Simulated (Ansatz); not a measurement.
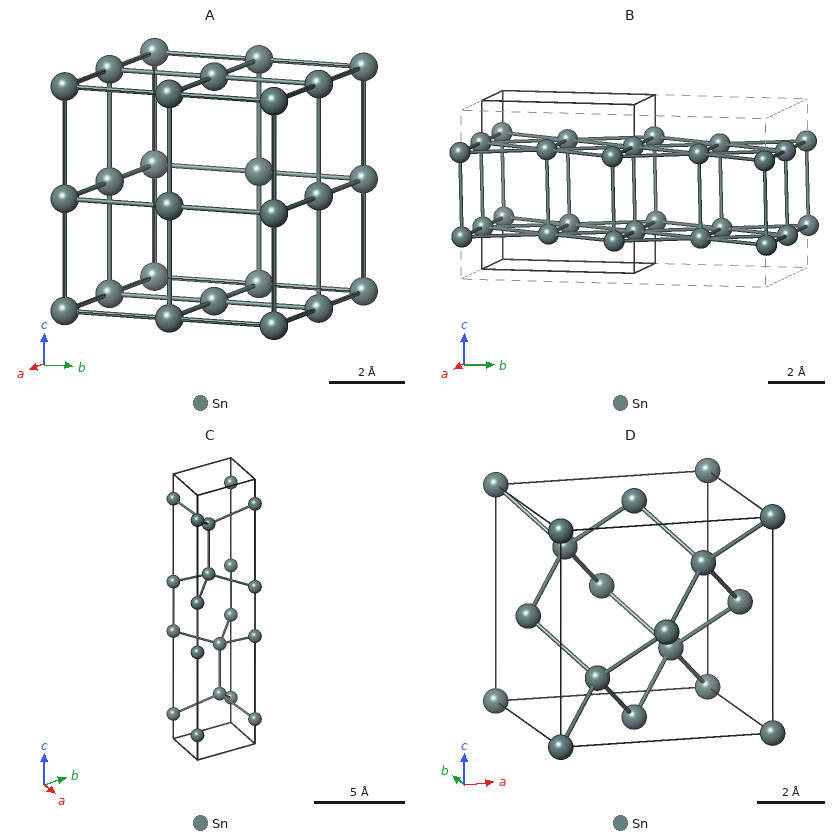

Four structures of Sn, each relaxed to rest (conventional cells in solid outline, small ones repeated, each panel with its own scale). Method: Ansatz, DFT PBE, scalar-relativistic, plane waves, PAW, without spin polarisation.

**What are the structures shown?**

A: 7 atoms a cell on a primitive cubic lattice, Pm-3m; B: 4 atoms a cell on a base-centred orthorhombic lattice, Cmcm; C: 8 atoms a cell on a primitive hexagonal lattice, P6_3/mmc; D: diamond, Fd-3m.

**Rank them by energy, lowest first.**

D, then C (+9 meV/atom), B (+42 meV/atom) and A (+208 meV/atom), energies at zero smearing.

**Collect the results in a table.**

| panel | structure | E − E(lowest) (meV/atom) | volume (Å³/atom) | gap (eV) |
| --- | --- | --- | --- | --- |
| D | Fd-3m | 0 | 36.8 | metal |
| C | P6_3/mmc | 9 | 36.8 | metal |
| B | Cmcm | 42 | 28.4 | metal |
| A | Pm-3m | 208 | 32.3 | metal |

Some of these may be structure types tried for this composition rather than known phases, and the most stable form need not be among them. Gaps are taken on the k-mesh or band path of each run.
